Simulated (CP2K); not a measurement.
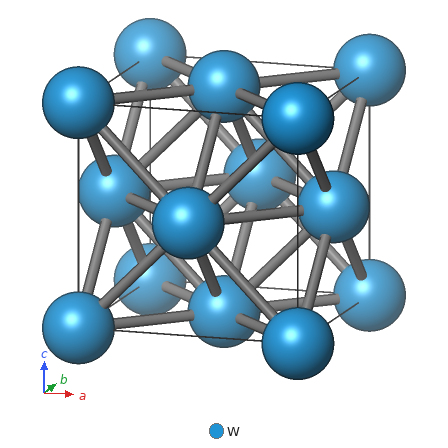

System: W, space group Fm-3m (No. 225). The picture shows the conventional cell.

The given structure:
```cif
data_structure
_symmetry_space_group_name_H-M 'P 1'
_symmetry_Int_Tables_number 1
_cell_length_a 2.8709
_cell_length_b 2.8709
_cell_length_c 2.8709
_cell_angle_alpha 60.000
_cell_angle_beta 60.000
_cell_angle_gamma 60.000
_cell_volume 16.73
loop_
_atom_site_label
_atom_site_type_symbol
_atom_site_fract_x
_atom_site_fract_y
_atom_site_fract_z
_atom_site_occupancy
W1 W 0.00000 0.00000 0.00000 1
```

Calculation (CP2K 2026.2): DFT in Gaussian orbitals with a plane-wave density, no spin polarisation; energies at scaled volumes of the given cell, shape and fractions fixed, counted from the fit's minimum, third-order Birch-Murnaghan fit. Level: r2SCAN.

- k mesh: 11×11×11
- occupations: Fermi–Dirac
- smearing width: 0.1 eV
- potentials: GTH SCAN with UZH TZVP basis
- density cutoff: 9184 eV
- program settings: ngrids 4, basis sets W TZVP-MOLOPT-SCAN-GTH-q14, cutoff ry 675 Ry, rel cutoff ry 60 Ry

What does the calculation give for the energy and pressure against volume? The volume takes the values 15.73, 16.06, 16.40, 16.73, 17.07, 17.40, 17.73 Å³/atom.

A third-order Birch–Murnaghan fit gives V0 = 15.93 Å³/atom, B0 = 310 GPa and B′ = 4.4. The energy is 3 meV/atom at volume 15.73 Å³/atom and 162 meV/atom at 17.73 Å³/atom; the lowest computed point is at volume 16.06 Å³/atom (1 meV/atom), in a single well. The pressure falls from 4.10 GPa at volume 15.73 Å³/atom to −26.21 GPa at 17.73 Å³/atom, and changes sign near 15.94 Å³/atom.

| volume (Å³/atom) | energy (meV/atom) | pressure (GPa) |
| --- | --- | --- |
| 15.73 | 3 | 4.10 |
| 16.06 | 1 | −2.47 |
| 16.40 | 12 | −8.34 |
| 16.73 | 35 | −13.59 |
| 17.07 | 69 | −18.28 |
| 17.40 | 111 | −22.46 |
| 17.73 | 162 | −26.21 |

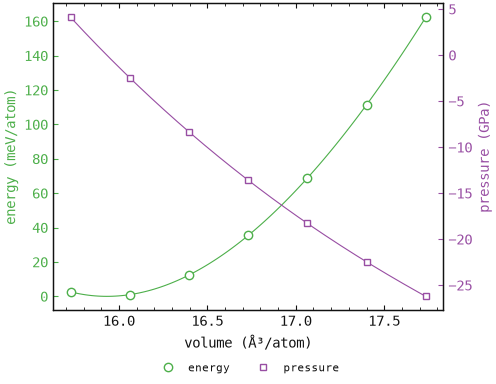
